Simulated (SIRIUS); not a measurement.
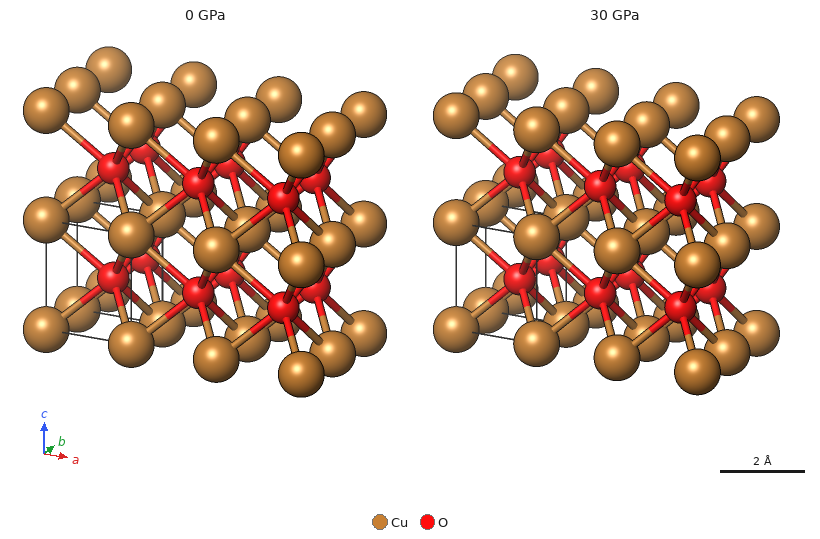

Solid CuO (a generated structure, set up in P-6m2), relaxed (cell and atoms) at several target pressures. The picture shows the first and the last member. Style: ball-and-stick. Shown: the cell of the calculation, repeated 3 × 2 × 2 with one cell outlined, slightly off an axis.

Computed with SIRIUS 7.12.0: PBE, dojo-sr-pbe-0.4.1-standard. Set-up: plane-wave cutoff 1254 eV; k-point mesh 5 × 5 × 4; occupations fermi-dirac; smearing width 0.05 eV; optimiser BFGS; no spin polarisation.

```csv
pressure (GPa),volume (Å³/atom),a (Å),c (Å)
0,9.687,2.893,2.674
5,9.413,2.858,2.661
10,9.179,2.830,2.647
20,?,?,?
30,8.460,2.736,2.610
```

> One row is withheld. What does the calculation give there?

Murnaghan's form V = V₀(1 + B′P/B₀)^(−1/B′), with V₀ = 9.687 Å³ from the row at zero pressure, fits the other rows with B₀ = 165 GPa and B′ = 4.14 (largest miss 0.002 Å³). At 20 GPa it gives 9.687 × (1 + 4.14 × 20/165)^(−1/4.14) = 8.781 Å³ per atom. The calculation gives 8.784 Å³/atom (a = 2.779 Å, c = 2.627 Å). The estimate is 0.003 Å³/atom too low. From the first member to the last: Cu–O 2.139 → 2.049 Å, Cu–Cu 2.674 → 2.610 Å.

The whole series:

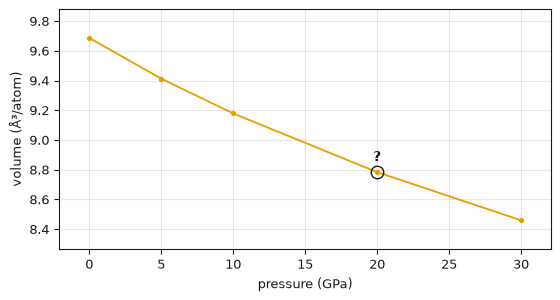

Each member starts from this one structure; whether another phase lies lower wasn't checked.

Limits of the set-up: an element that often carries a moment was run without spin polarisation.
